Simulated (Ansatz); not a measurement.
**Geometry relaxation, with input and output: Zr11S25 (charge +2) (part 2 of 3)**

Zr11S25 (defect cell, 36 atoms in the cell, total charge +2); DFT PBE, scalar-relativistic, plane waves, PAW, no spin polarisation (Ansatz 0.2.0); cutoff 420 eV, 2×2×2 k-mesh, Gaussian smearing of 0.01 eV. The structure derives from a Materials Project entry. It belongs to a series of runs on one base structure; here: S on a Zr site (a), charge +2, atoms relaxed at the host's cell.

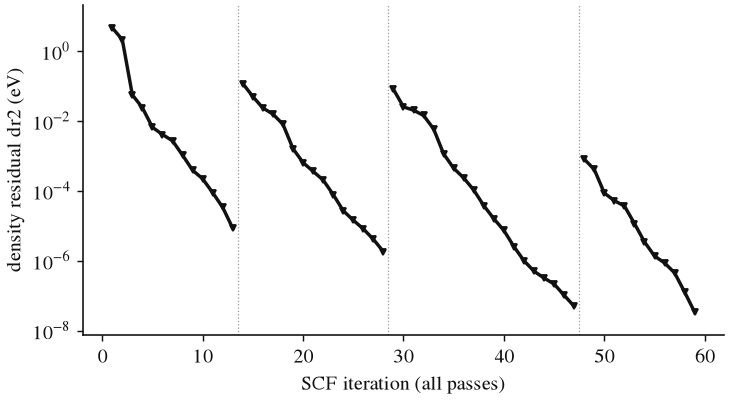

*Convergence of the self-consistent field: density residual dr2 against the SCF iteration. The dotted lines part the SCF passes of the relaxation: geometry steps, rejected trials and re-solves on a re-selected basis.*

The passes take 13, 15, 19 and 12 iterations.

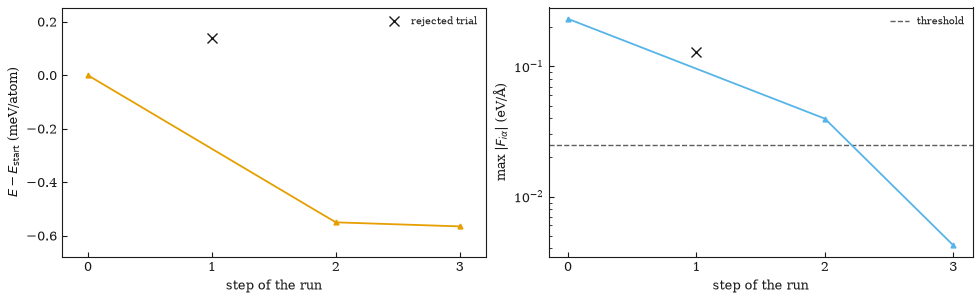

*Progress of the relaxation, step by step (the first geometry is step 0 here and step 1 in the log).*

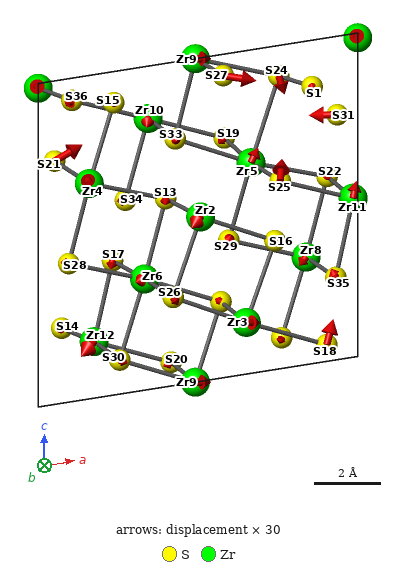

*The starting structure with the displacements as red arrows, magnified 30 times (ball-and-stick view of the cell of the calculation, along the b axis).*

The largest moves, 0.034 Å, are those of S21 and S27. By element the largest moves are S 0.034 Å, Zr 0.027 Å. The cell doesn't change. Distances before and after: Zr5–S24 2.800 → 2.767 Å, Zr4–S31 2.430 → 2.457 Å, S1–S18 2.120 → 2.141 Å, Zr5–S25 2.475 → 2.458 Å. The energy falls by 0.6 meV per atom in 3 geometry steps. The largest force component goes from 0.23 to 0.0042 eV/Å. The line search rejected the trial step at point 1 (counted from 0) and went back. (Atoms are counted from 1 in the order of the input.)

```
SCF converged after 12 iterations
Free energy (F): -68632.966765 eV
Harris-Foulkes:  -68632.966765 eV  (|F-HF|=2.67e-8)
Internal energy: -68632.962909 eV  (E = F + TS)
E sigma→0 (E₀):  -68632.964837 eV
Entropy (-TS):   -0.003857 eV (-0.107 meV/atom)
Fermi energy:    4.490914 eV
--- Per-component energies (eV) ---
  E_band       = -2409.143570
  E_kinetic    = 6280.323063
  E_local      = -19420.146091  (includes V_loc(G=0)·N_el)
  E_nonlocal   = 1566.263399
  E_hartree    = 7208.188384
  E_xc         = -4185.622969
  E_vxc        = -4257.441923  (∫ρ·V_xc dr)
  E_paw        = -47490.852655  (= ΣΔE_a)
  E_vpaw       = -994.520526  (= ΣTr[D̂ρ^β])
  E_aug_tail   = 0.000300  (compensation charges beyond the density's cutoff)
  E_ewald      = -12591.116339
  E_smearing   = -0.003857  (= −TS)
  E_closure    = 0.000000  (closes the sum)
  E_deformation_potential = 24.031611  (in the stress; not in F)
  Σ components = -68632.966765   (vs F -68632.966765, Δ=0.00e0)
--- Forces (eV/Å), atoms counted from 1 ---
  atom   1  S      0.00110479    -0.00036915    -0.00276610
  atom   2  Zr     0.00034592    -0.00062176    -0.00198512
  atom   3  Zr    -0.00212570     0.00218049    -0.00248271
  atom   4  Zr    -0.00086741    -0.00051008    -0.00169932
  atom   5  Zr    -0.00289784    -0.00273164    -0.00272799
  atom   6  Zr    -0.00045255     0.00010261    -0.00176442
  atom   7  Zr     0.00121783     0.00113905    -0.00198655
  atom   8  Zr     0.00039437    -0.00076887    -0.00147164
  atom   9  Zr     0.00108481     0.00099331    -0.00186358
  atom  10  Zr    -0.00027357     0.00050773    -0.00119463
  atom  11  Zr     0.00117039    -0.00083906    -0.00193632
  atom  12  Zr     0.00105838     0.00054985    -0.00183235
  atom  13  S     -0.00101513     0.00046944     0.00009773
  atom  14  S     -0.00019284    -0.00067421     0.00114169
  atom  15  S     -0.00161207    -0.00095765    -0.00039610
  atom  16  S     -0.00026831    -0.00112803     0.00011382
  atom  17  S     -0.00077102     0.00020305     0.00131584
  atom  18  S      0.00068577     0.00041698     0.00329436
  atom  19  S      0.00091541     0.00051509     0.00139688
  atom  20  S      0.00060627    -0.00069665     0.00096750
  atom  21  S     -0.00002315     0.00006178     0.00326145
  atom  22  S     -0.00037270     0.00338765     0.00148008
  atom  23  S      0.00067228    -0.00087243    -0.00032232
  atom  24  S     -0.00149723    -0.00028735     0.00422833
  atom  25  S      0.00198404    -0.00251369    -0.00208248
  atom  26  S      0.00165595    -0.00009171     0.00127841
  atom  27  S     -0.00319066    -0.00018994    -0.00067704
  atom  28  S      0.00101271    -0.00026497     0.00130420
  atom  29  S      0.00005570     0.00077259     0.00134842
  atom  30  S      0.00001736     0.00073883     0.00182235
  atom  31  S      0.00355787     0.00094907    -0.00027636
  atom  32  S     -0.00006104     0.00062179     0.00155142
  atom  33  S     -0.00002608    -0.00004703     0.00034165
  atom  34  S     -0.00014696    -0.00042107     0.00055664
  atom  35  S     -0.00073296     0.00077839     0.00086719
  atom  36  S     -0.00101453    -0.00038924     0.00121065
  max |Σ_I F_I| component: 1.14e-4 eV/Å
--- Charged-cell corrections in eV (Makov–Payne, q = +2.000 e, ε = [53.018, 53.018, 3.727]) ---
  F (periodic)     = -68632.966765  (uncorrected; the corrections below are reported, never added to it)
  E_corr1          = +0.288741  (monopole, q²α_M/2ε̄L, of the cell on which ε is isotropic)
  F Makov-Payne    = -68632.678024  (F + E_corr1; no measured alignment; for a localised charge, not one spread in a band: unchecked)
  no potential alignment in this run, which stands beside a crystal: run the host's input off ansatz write-host-input, and read the two finished runs by ansatz place-levels (neither reads a slab, a wire or a sheet, whose cell leaves a vacuum)
--- Band table (eV) ---
  k-point 0: bands = ["-44.1289", "-44.1219", "-44.1033", "-44.1031", "-44.1021", "-44.0129", "-44.0117", "-44.0117", "-44.0045", "-44.0045", "-44.0028", "-22.2442", "-22.2441", "-22.2239", "-22.1750", "-22.1749", "-22.1627", "-22.1627", "-22.1602", "-22.1531", "-22.1448", "-22.1272", "-22.1270", "-22.1171", "-22.1028", "-22.1027", "-22.0773", "-22.0767", "-22.0766", "-22.0608", "-22.0608", "-22.0525", "-22.0462", "-22.0461", "-22.0370", "-22.0350", "-22.0348", "-22.0347", "-22.0037", "-22.0030",
      "-22.0029", "-21.9620", "-21.9547", "-21.9546", "-11.4015", "-7.7260", "-7.7247", "-7.4973", "-6.9518", "-6.9383", "-6.9381", "-6.8066", "-6.8033", "-6.8014", "-6.6941", "-6.6925", "-6.5790", "-6.5658", "-6.5596", "-6.5217", "-6.5145", "-6.5092", "-6.4195", "-6.4194", "-6.3987", "-6.2744", "-6.1450", "-6.1418", "-5.1283", "-0.7164", "-0.7125", "-0.2795", "0.7239", "0.7240", "0.8460", "1.2393", "1.5443", "1.5577", "1.5680", "1.6316",
      "1.6391", "1.6901", "1.7260", "1.7399", "1.7613", "1.7840", "1.7939", "1.8097", "1.8531", "1.8605", "1.8943", "1.9055", "1.9138", "2.1269", "2.1461", "2.1727", "2.1904", "2.2314", "2.2488", "2.2826", "2.2999", "2.3388", "2.4086", "2.4912", "2.5076", "2.5753", "2.5851", "2.6810", "2.7412", "2.7652", "2.8275", "2.8943", "2.9282", "2.9780", "3.0135", "3.1348", "3.1377", "3.1515", "3.2560", "3.2659",
      "3.2942", "3.3461", "3.3804", "3.4563", "3.4621", "3.5526", "3.6155", "3.6183", "3.7042", "3.8485", "3.9152", "3.9898", "3.9950", "4.0627", "4.2033", "4.2142", "4.2766", "4.3248", "4.3463", "4.6739", "4.6745", "6.0758", "6.0856", "6.1509", "6.4990", "6.5036", "6.8444", "6.8753", "6.9010", "6.9291", "6.9686", "6.9730", "7.0942", "7.1294", "7.1461", "7.1777", "7.2757", "7.3520", "7.3897", "7.4607",
      "7.4629", "7.7203", "7.7257", "8.0083", "8.0220", "8.0307", "8.0716", "8.0866", "8.2071", "8.2482", "8.2830", "8.3515", "8.3940", "8.3956", "8.4861", "8.5691"]
  k-point 1: bands = ["-44.1288", "-44.1219", "-44.1033", "-44.1029", "-44.1024", "-44.0133", "-44.0116", "-44.0113", "-44.0045", "-44.0044", "-44.0028", "-22.2395", "-22.2246", "-22.2151", "-22.1987", "-22.1979", "-22.1805", "-22.1758", "-22.1572", "-22.1507", "-22.1273", "-22.1227", "-22.1197", "-22.1144", "-22.1123", "-22.0881", "-22.0841", "-22.0749", "-22.0625", "-22.0602", "-22.0582", "-22.0540", "-22.0496", "-22.0452", "-22.0382", "-22.0366", "-22.0291", "-22.0286", "-22.0119", "-22.0085",
      "-21.9986", "-21.9609", "-21.9604", "-21.9557", "-11.4014", "-7.7547", "-7.7303", "-7.3196", "-7.2653", "-6.9929", "-6.9102", "-6.7702", "-6.7241", "-6.6921", "-6.6663", "-6.6369", "-6.5763", "-6.5614", "-6.5377", "-6.5183", "-6.5158", "-6.5072", "-6.4724", "-6.4478", "-6.3905", "-6.3063", "-6.1754", "-6.1643", "-5.1156", "-0.7202", "-0.7128", "-0.2747", "0.9535", "1.0563", "1.0831", "1.1048", "1.2114", "1.2551", "1.3028", "1.3555",
      "1.4679", "1.5478", "1.6260", "1.6844", "1.6977", "1.7480", "1.7966", "1.8141", "1.8425", "1.8705", "1.9160", "1.9722", "2.0818", "2.1065", "2.1898", "2.2704", "2.3022", "2.3621", "2.3726", "2.4307", "2.4581", "2.5038", "2.5349", "2.5477", "2.5767", "2.5957", "2.6581", "2.6831", "2.6949", "2.7322", "2.7599", "2.7959", "2.8007", "2.8491", "2.9157", "2.9544", "3.0520", "3.1689", "3.2400", "3.4318",
      "3.4537", "3.4850", "3.5248", "3.5989", "3.6179", "3.6762", "3.7339", "3.7715", "3.8002", "3.8135", "3.8373", "3.8932", "3.9871", "3.9902", "4.0659", "4.1346", "4.2038", "4.2568", "4.3174", "4.3501", "4.4940", "6.2240", "6.3011", "6.3585", "6.3958", "6.4564", "6.4940", "6.6302", "6.6753", "6.8125", "6.8518", "6.9151", "7.0028", "7.0814", "7.1554", "7.4004", "7.4251", "7.5696", "7.6461", "7.6855",
      "7.7433", "7.7613", "7.8172", "7.9141", "7.9683", "8.0220", "8.0476", "8.0630", "8.1103", "8.1385", "8.2478", "8.3127", "8.3288", "8.3806", "8.4131", "8.4730"]
  k-point 2: bands = ["-44.1288", "-44.1219", "-44.1033", "-44.1027", "-44.1025", "-44.0133", "-44.0116", "-44.0114", "-44.0045", "-44.0044", "-44.0029", "-22.2395", "-22.2246", "-22.2151", "-22.1987", "-22.1979", "-22.1805", "-22.1757", "-22.1572", "-22.1506", "-22.1274", "-22.1226", "-22.1197", "-22.1145", "-22.1122", "-22.0881", "-22.0841", "-22.0749", "-22.0625", "-22.0602", "-22.0581", "-22.0541", "-22.0497", "-22.0452", "-22.0382", "-22.0366", "-22.0292", "-22.0285", "-22.0118", "-22.0086",
      "-21.9986", "-21.9608", "-21.9605", "-21.9557", "-11.4014", "-7.7545", "-7.7306", "-7.3194", "-7.2654", "-6.9929", "-6.9102", "-6.7702", "-6.7241", "-6.6922", "-6.6662", "-6.6368", "-6.5763", "-6.5614", "-6.5377", "-6.5182", "-6.5158", "-6.5074", "-6.4724", "-6.4478", "-6.3904", "-6.3063", "-6.1754", "-6.1643", "-5.1156", "-0.7202", "-0.7128", "-0.2747", "0.9536", "1.0564", "1.0830", "1.1048", "1.2113", "1.2550", "1.3028", "1.3555",
      "1.4679", "1.5477", "1.6261", "1.6845", "1.6979", "1.7481", "1.7965", "1.8141", "1.8426", "1.8704", "1.9160", "1.9722", "2.0819", "2.1065", "2.1898", "2.2704", "2.3022", "2.3619", "2.3725", "2.4308", "2.4580", "2.5037", "2.5347", "2.5477", "2.5769", "2.5958", "2.6581", "2.6831", "2.6948", "2.7322", "2.7600", "2.7959", "2.8007", "2.8491", "2.9159", "2.9543", "3.0520", "3.1689", "3.2399", "3.4319",
      "3.4537", "3.4847", "3.5250", "3.5990", "3.6178", "3.6763", "3.7339", "3.7715", "3.8000", "3.8133", "3.8373", "3.8932", "3.9871", "3.9903", "4.0659", "4.1346", "4.2038", "4.2569", "4.3175", "4.3501", "4.4940", "6.2240", "6.3011", "6.3584", "6.3959", "6.4564", "6.4939", "6.6302", "6.6751", "6.8124", "6.8519", "6.9150", "7.0030", "7.0814", "7.1556", "7.4004", "7.4252", "7.5696", "7.6458", "7.6854",
      "7.7431", "7.7613", "7.8172", "7.9144", "7.9681", "8.0220", "8.0476", "8.0632", "8.1103", "8.1384", "8.2479", "8.3126", "8.3289", "8.3808", "8.4130", "8.4730"]
  k-point 3: bands = ["-44.1288", "-44.1219", "-44.1032", "-44.1030", "-44.1023", "-44.0133", "-44.0116", "-44.0114", "-44.0045", "-44.0044", "-44.0029", "-22.2395", "-22.2246", "-22.2150", "-22.1987", "-22.1979", "-22.1804", "-22.1758", "-22.1571", "-22.1507", "-22.1272", "-22.1228", "-22.1196", "-22.1144", "-22.1123", "-22.0882", "-22.0840", "-22.0748", "-22.0624", "-22.0603", "-22.0583", "-22.0540", "-22.0495", "-22.0453", "-22.0381", "-22.0367", "-22.0291", "-22.0286", "-22.0119", "-22.0085",
      "-21.9986", "-21.9609", "-21.9604", "-21.9557", "-11.4014", "-7.7548", "-7.7302", "-7.3196", "-7.2653", "-6.9929", "-6.9102", "-6.7703", "-6.7240", "-6.6922", "-6.6662", "-6.6369", "-6.5762", "-6.5614", "-6.5377", "-6.5182", "-6.5157", "-6.5074", "-6.4725", "-6.4477", "-6.3906", "-6.3062", "-6.1756", "-6.1641", "-5.1156", "-0.7203", "-0.7127", "-0.2747", "0.9535", "1.0564", "1.0831", "1.1048", "1.2115", "1.2551", "1.3028", "1.3555",
      "1.4680", "1.5477", "1.6262", "1.6845", "1.6978", "1.7479", "1.7966", "1.8141", "1.8426", "1.8704", "1.9159", "1.9722", "2.0817", "2.1063", "2.1898", "2.2704", "2.3022", "2.3620", "2.3725", "2.4308", "2.4580", "2.5037", "2.5345", "2.5477", "2.5769", "2.5960", "2.6582", "2.6832", "2.6948", "2.7321", "2.7601", "2.7959", "2.8007", "2.8491", "2.9158", "2.9544", "3.0519", "3.1689", "3.2400", "3.4320",
      "3.4538", "3.4848", "3.5249", "3.5988", "3.6179", "3.6761", "3.7338", "3.7715", "3.8000", "3.8134", "3.8373", "3.8933", "3.9870", "3.9904", "4.0658", "4.1346", "4.2037", "4.2570", "4.3173", "4.3502", "4.4940", "6.2239", "6.3011", "6.3585", "6.3957", "6.4566", "6.4940", "6.6302", "6.6753", "6.8130", "6.8517", "6.9151", "7.0030", "7.0813", "7.1553", "7.4005", "7.4251", "7.5694", "7.6458", "7.6852",
      "7.7432", "7.7614", "7.8173", "7.9140", "7.9682", "8.0222", "8.0477", "8.0634", "8.1105", "8.1386", "8.2475", "8.3125", "8.3290", "8.3805", "8.4131", "8.4729"]
```
